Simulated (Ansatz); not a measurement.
This input was run:

```
crystal:
  lattice:
    - [6.3710095761, 0.0, 0.0]
    - [-3.185504788, 5.5174561406, 0.0]
    - [0.0, 0.0, 23.6651285401]
  atoms:
    - { symbol: Zr, position: [0.3333333333, 0.1666666667, 0.3380501393] }
    - { symbol: Zr, position: [0.3333333333, 0.6666666667, 0.3380501393] }
    - { symbol: Zr, position: [0.8333333333, 0.1666666667, 0.3380501393] }
    - { symbol: Zr, position: [0.8333333333, 0.6666666667, 0.3380501393] }
    - { symbol: Zr, position: [0.1666666667, 0.3333333333, 0.4460167131] }
    - { symbol: Zr, position: [0.1666666667, 0.8333333333, 0.4460167131] }
    - { symbol: Zr, position: [0.6666666667, 0.3333333333, 0.4460167131] }
    - { symbol: Zr, position: [0.6666666667, 0.8333333333, 0.4460167131] }
    - { symbol: Zr, position: [0.3333333333, 0.1666666667, 0.5539832869] }
    - { symbol: Zr, position: [0.3333333333, 0.6666666667, 0.5539832869] }
    - { symbol: Zr, position: [0.8333333333, 0.1666666667, 0.5539832869] }
    - { symbol: Zr, position: [0.8333333333, 0.6666666667, 0.5539832869] }
    - { symbol: Zr, position: [0.1666666667, 0.3333333333, 0.6619498607] }
    - { symbol: Zr, position: [0.1666666667, 0.8333333333, 0.6619498607] }
    - { symbol: Zr, position: [0.6666666667, 0.3333333333, 0.6619498607] }
    - { symbol: Zr, position: [0.6666666667, 0.8333333333, 0.6619498607] }
basis:
  ecutwfc: 420
kpoints:
  mp_grid: { grid: [4, 4, 1] }
hamiltonian:
  xc: pbe
  dispersion: d3bj
scf:
  occupations: { method: gaussian, width: 0.1 }
output:
  forces: true
  eigenvalues: true
  write_density: true
  write_potential: true
  elf: true
  volumetric_format: npy
relax:
  adjacent_minimum: "off"
  f_tol: 0.03
  max_steps: 70
  constraints: [{ sites: [0, 1, 2, 3, 4, 5, 6, 7] }]
efield:
  axis: 3
  dipole_correction: true
  ramp_width: 0.04
```

Launched with:
```bash
ansatz run input.yaml --threads 4 --pin off --max-ram 10240MiB --backend cpu --events-out ev --progress --plain --runs-dir out
```

What does the potential across the slab give for the work function?

The work function is 4.25 eV, the same on both faces. The two vacuum levels agree, so the slab has no net dipole along its normal. The outermost atoms are 7.6 Å apart, which leaves 16.0 Å of vacuum in a cell 23.7 Å high.

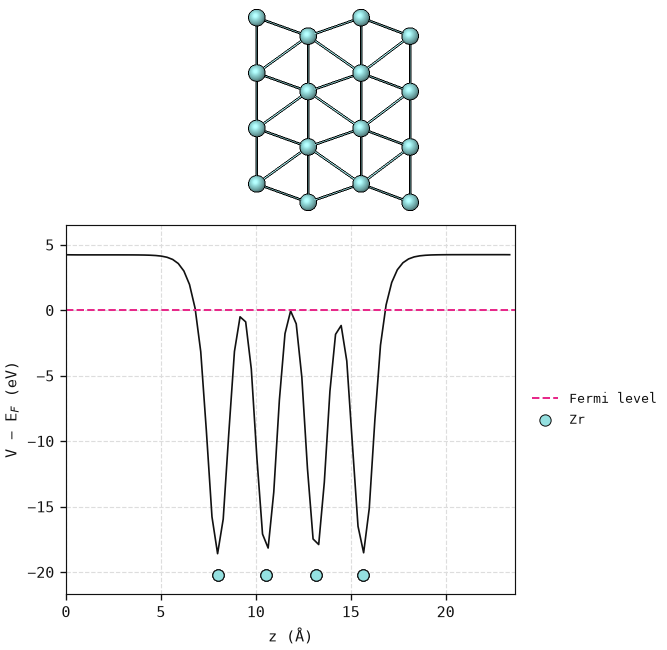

Plane-averaged electrostatic potential energy of an electron across the slab; circles at the bottom mark the heights of the atoms (positions after relaxation). The structure is drawn too.
